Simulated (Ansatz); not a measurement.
## Geometry relaxation of Rh (part 2 of 2)

Rh (slab, 4 atoms in the cell); DFT PBEsol, scalar-relativistic, plane waves, PAW, no spin polarisation (Ansatz 0.2.0); cutoff 420 eV, 12×12×1 k-mesh, Gaussian smearing of 0.1 eV. The structure derives from an entry of the Crystallography Open Database. The input holds or restrains some coordinates. Forces given for the steps count only the free coordinates. It belongs to a series of runs on one base structure; here: clean slab, lower half held.

Geometry of the input (Å; fractional positions):
```
2.6729  0.0000  0.0000
-1.3364  2.3148  0.0000
0.0000  0.0000  23.5471
Rh 0.6667  0.3333  0.3610
Rh 0.3333  0.6667  0.4537
Rh 0.0000  0.0000  0.5463
Rh 0.6667  0.3333  0.6390
```

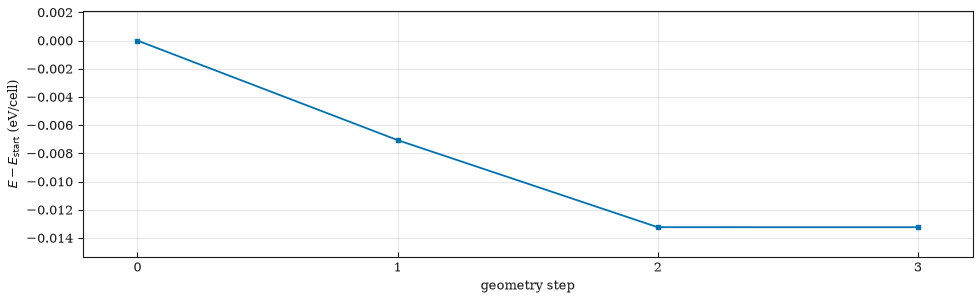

Fig. 1: Progress of the restrained relaxation, step by step (the first geometry is step 0 here and step 1 in the log).

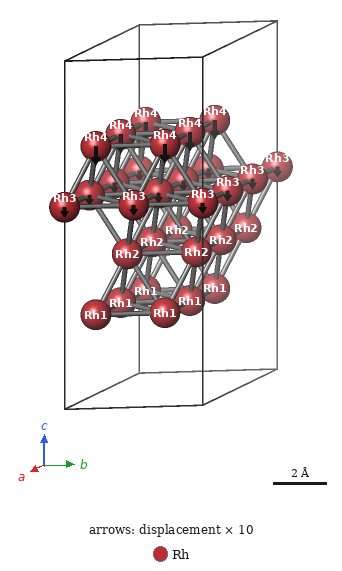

Fig. 2: The starting structure with the displacements as black arrows, magnified 10 times (ball-and-stick view of the 3 × 2 repeat of the cell, with the vacuum cut short, seen slightly off an axis). Rh4 moves most: 0.076 Å. The cell doesn't change. Distances before and after: Rh2–Rh3 2.673 → 2.639 Å, Rh3–Rh4 2.673 → 2.645 Å. After 3 geometry steps the energy has fallen by 13.2 meV per cell of the calculation. Largest force component: 0.32 eV/Å at the start, 0.012 eV/Å at the end. (Atoms are counted from 1 in the order of the input.)

```
WARN: The output density's exchange-correlation potential varies sharply where the density is thin. Do not read a vacuum level from v_tot or v_xc, or from such a field of the output density. On a cell that repeats whose density bears no net charge and no dipole along the vacuum's axis use v_es (v_loc + v_h of the components); under efield.dipole_correction with no amplitude use v_es + v_field, which holds any external_charges[].barrier, or the levels of the report's work_function block, which leave it out; under a non-zero efield.amplitude the vacuum is tilted and has no level; on a cell that repeats and bears such a dipole with no correction it is tilted too, and efield.dipole_correction with no amplitude gives each side of its ramp a level where efield: is served; in a cell that repeats whose density bears a net charge (total_charge, or a fill off its count) it is curved and has none; of a slab under crystal.periodic whose density bears no net charge use v_es, which has a level on each side, short of where the two are joined; of another it falls or rises all the way out and has none; of a slab beside external_charges read slab_vacuum_level instead, which it has where they leave it neutral. The grid or the basis barely resolves most such structure, and the values can differ between equally converged runs; as a rule a tighter scf.convergence.dr2_threshold does not remove it. Where the density itself ripples (under the LDA too) a higher basis.ecutwfc lessens it. The files hold the spikes' plane waves up to the density's cutoff. Files: v_tot_of_output_density and the like, and their columns of v_z.tsv (output.write_potential); v_xc_of_output_density and the like, and their columns of v_comp_z.tsv (output.write_potential_components). Measured: with its Gaussian average of σ = 0.25 Å subtracted twice, the exchange-correlation potential is over 0.1 eV at 2 of the grid points where the equally averaged density (valence and model cores) is under 1e-3 e/Å³, and 0.193 eV at the most among them, at an averaged density of 5.9e-9 e/Å³. The input density's (outcome.potential() and, of a run that writes arrays, v_tot and v_xc) is over 0.1 eV, so measured, at 18 points of its own thin density, 0.393 eV at the most. See output.write_potential in the manual, Limitations
SCF converged after 4 iterations
Free energy (F): -25353.105463 eV
Harris-Foulkes:  -25353.105463 eV  (|F-HF|=1.08e-8)
Internal energy: -25353.077480 eV  (E = F + TS)
E sigma→0 (E₀):  -25353.091472 eV
Entropy (-TS):   -0.027984 eV (-6.996 meV/atom)
Fermi energy:    5.138068 eV
Dipole field:    D = 0.000559 V/Å  (p = 0.000450 e·Å, saw-weighted, corrected)
Work function:   Φ+ = 5.2809 eV   Φ− = 5.2940 eV
Levels:          The Fermi level and band energies are counted from a zero that moves with the ramp; work functions are not
--- Per-component energies (eV) ---
  E_band       = -1504.327350
  E_kinetic    = 2291.135879
  E_local      = -115391.057934  (includes V_loc(G=0)·N_el)
  E_nonlocal   = 1428.279854
  E_hartree    = 56181.974068
  E_xc         = -879.952796
  E_vxc        = -1108.488202  (∫ρ·V_xc dr)
  E_paw        = -14096.309689  (= ΣΔE_a)
  E_vpaw       = -1088.140372  (= ΣTr[D̂ρ^β])
  E_aug_tail   = 0.003209  (compensation charges beyond the density's cutoff)
  E_efield     = 0.000000  (sawtooth field / dipole correction)
  E_vefield    = 0.001122  (∫n·V_field dr)
  E_ewald      = 45111.745130
  E_core_change = 1.104799  (= ΣΔE_core)
  E_smearing   = -0.027984  (= −TS)
  E_closure    = -0.000000  (closes the sum)
  Σ components = -25353.105463   (vs F -25353.105463, Δ=0.00e0)
--- Forces (eV/Å), atoms counted from 1 ---
  atom   1  Rh     0.00000000    -0.00000000     0.27001795
  atom   2  Rh    -0.00000000     0.00000000    -0.27288860
  atom   3  Rh     0.00000000    -0.00000000    -0.00875959
  atom   4  Rh     0.00000000     0.00000000     0.01164600
  max |Σ_I F_I| component: 1.58e-5 eV/Å
--- Band table (eV; the first three rows and the last of 19) ---
  k-point 0: bands = ["-73.8509", "-73.7694", "-73.2566", "-73.2236", "-42.0234", "-41.6134", "-41.4083", "-41.4083", "-41.3355", "-41.3355", "-40.9971", "-40.9463", "-40.8984", "-40.8984", "-40.8705", "-40.8705", "-2.6192", "-1.4297", "-0.9512", "-0.6586", "1.8987", "1.8987", "1.9058", "2.0065", "2.0065", "2.0262", "2.5227", "2.5227", "2.6518", "2.6518", "3.1023", "4.0434", "4.0434", "4.3618", "4.3618", "5.1205", "5.1205", "5.1910", "5.6262", "5.6262", "6.1393"]
  k-point 1: bands = ["-73.8443", "-73.7648", "-73.2513", "-73.2182", "-42.0111", "-41.6201", "-41.4414", "-41.4199", "-41.3784", "-41.3438", "-40.9918", "-40.9463", "-40.9360", "-40.9097", "-40.9079", "-40.8800", "-2.3743", "-1.1977", "-0.7418", "-0.4320", "1.5858", "1.7416", "1.8435", "2.0798", "2.1399", "2.2649", "2.3866", "2.5157", "2.6843", "2.8238", "2.8938", "3.9148", "3.9179", "4.2192", "4.4035", "4.5288", "4.9229", "5.1170", "5.6398", "6.2321", "7.3576"]
  k-point 2: bands = ["-73.8264", "-73.7523", "-73.2367", "-73.2036", "-41.9782", "-41.6605", "-41.5181", "-41.4830", "-41.4510", "-41.3669", "-41.0469", "-41.0192", "-40.9784", "-40.9351", "-40.9338", "-40.9061", "-1.7224", "-0.6437", "-0.2560", "0.1078", "1.0805", "1.3932", "1.4663", "2.1945", "2.2209", "2.4091", "2.4196", "2.6032", "2.7075", "3.0969", "3.3001", "3.4387", "3.6942", "3.8510", "4.1668", "4.4262", "5.1070", "5.5049", "5.6722", "7.3786", "8.8935"]
  k-point 18: bands = ["-73.7350", "-73.6977", "-73.1664", "-73.1330", "-41.8880", "-41.8796", "-41.8749", "-41.7367", "-41.6313", "-41.6065", "-41.3095", "-41.2858", "-41.2752", "-41.2557", "-40.9432", "-40.8971", "0.0222", "0.1241", "0.1535", "0.7069", "0.7570", "1.0520", "1.2243", "1.9742", "1.9867", "2.6433", "2.6469", "2.6766", "2.6834", "3.6852", "4.0173", "4.0528", "4.9216", "5.2991", "5.3742", "5.3799", "12.0863", "12.2863", "12.2884", "13.0948", "13.0991"]
--- Relaxed structure (4 steps of the walk, 4 accepted, 0 SCFs on fresh bases) ---
  F+E_penalty+E_count = -25353.10546346 eV   max|allowed force component| = 1.165e-2 eV/Å
  atoms:
    - { symbol: Rh, position: [0.6666666666666666, 0.3333333333333333, 0.360978018] }
    - { symbol: Rh, position: [0.33333333333333326, 0.6666666666666666, 0.4536593393] }
    - { symbol: Rh, position: [-2.5450059662014808e-17, -1.850371707600888e-17, 0.5445613400100824] }
    - { symbol: Rh, position: [0.6666666666666666, 0.3333333333333333, 0.6357934205919136] }
```

Trajectory as extended XYZ (Å, eV, eV/Å), 4 frames, from step=1 to step=4
```
4
Lattice="2.6729 0.0000 0.0000 -1.3364 2.3148 0.0000 0.0000 0.0000 23.5471" Properties=species:S:1:pos:R:3:forces:R:3 step=1 energy=-25353.09223
Rh    1.3364    0.7716    8.5000    0.0000   0.0000   0.3205
Rh    0.0000    1.5432   10.6824    0.0000   0.0000   0.0445
Rh    0.0000    0.0000   12.8648    0.0000   0.0000  -0.0445
Rh    1.3364    0.7716   15.0471    0.0000   0.0000  -0.3205
4
Lattice="2.6729 0.0000 0.0000 -1.3364 2.3148 0.0000 0.0000 0.0000 23.5471" Properties=species:S:1:pos:R:3:forces:R:3 step=2 energy=-25353.09929
Rh    1.3364    0.7716    8.5000    0.0000   0.0000   0.2390
Rh    0.0000    1.5432   10.6824    0.0000   0.0000  -0.4861
Rh    0.0000    0.0000   12.7994    0.0000   0.0000  -0.0195
Rh    1.3364    0.7716   14.9237    0.0000   0.0000   0.2671
4
Lattice="2.6729 0.0000 0.0000 -1.3364 2.3148 0.0000 0.0000 0.0000 23.5471" Properties=species:S:1:pos:R:3:forces:R:3 step=3 energy=-25353.10546
Rh    1.3364    0.7716    8.5000    0.0000   0.0000   0.2702
Rh    0.0000    1.5432   10.6824    0.0000   0.0000  -0.2730
Rh    0.0000    0.0000   12.8229    0.0000   0.0000  -0.0087
Rh    1.3364    0.7716   14.9711    0.0000   0.0000   0.0116
4
Lattice="2.6729 0.0000 0.0000 -1.3364 2.3148 0.0000 0.0000 0.0000 23.5471" Properties=species:S:1:pos:R:3:forces:R:3 step=4 energy=-25353.10546
Rh    1.3364    0.7716    8.5000    0.0000   0.0000   0.2700
Rh    0.0000    1.5432   10.6824    0.0000   0.0000  -0.2729
Rh    0.0000    0.0000   12.8229    0.0000   0.0000  -0.0088
Rh    1.3364    0.7716   14.9711    0.0000   0.0000   0.0116
```

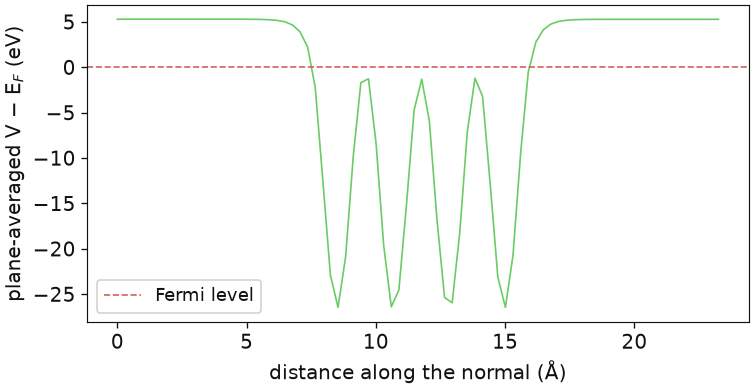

Fig. 3: Plane average of the electrostatic potential energy of an electron across the cell, from the Fermi level. The vacuum level lies 5.28 eV above the Fermi level.

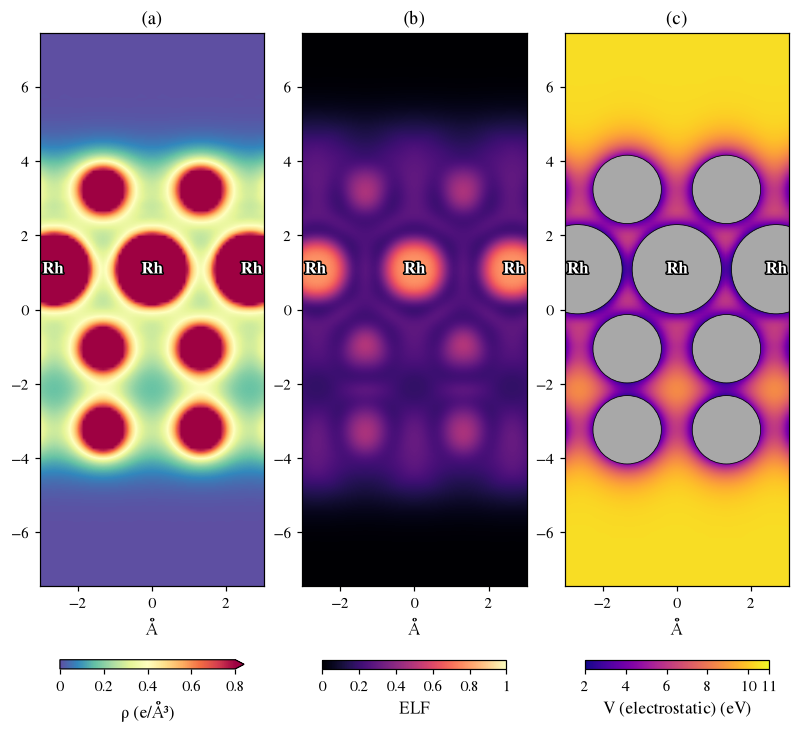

Fig. 4: (a) valence charge density (pseudo); (b) ELF; (c) electrostatic potential energy of an electron on the (100) plane of the calculation cell, a cut from vacuum to vacuum. Grey discs, where drawn, cover atomic cores. The section cuts through Rh sites. The density dies away to nearly zero in the vacuum. The strong features right at Rh lie inside the PAW spheres (semicore, d or f shells) and say nothing about bonding. The fields are those of the smooth PAW valence density.

Summary

- outcome: converged under the restraints of the input
- electrons treated: 68
- free energy: −25353.1055 eV
- work function, top face: 5.28 eV
- work function, bottom face: 5.29 eV
- Fermi energy: 5.138 eV
- gap on the k-point mesh: none (metallic)
- final volume: 145.69 Å³
- work function (upper face): 5.28 eV
- largest force (length of the vector) at the end, held atoms and coordinates included: 0.273 eV/Å
- wall time: 24 s (CPU time 47 s)
- peak memory: 0.41 GiB

Remarks

The program warns: the exchange-correlation potential is rough where the density is thin.
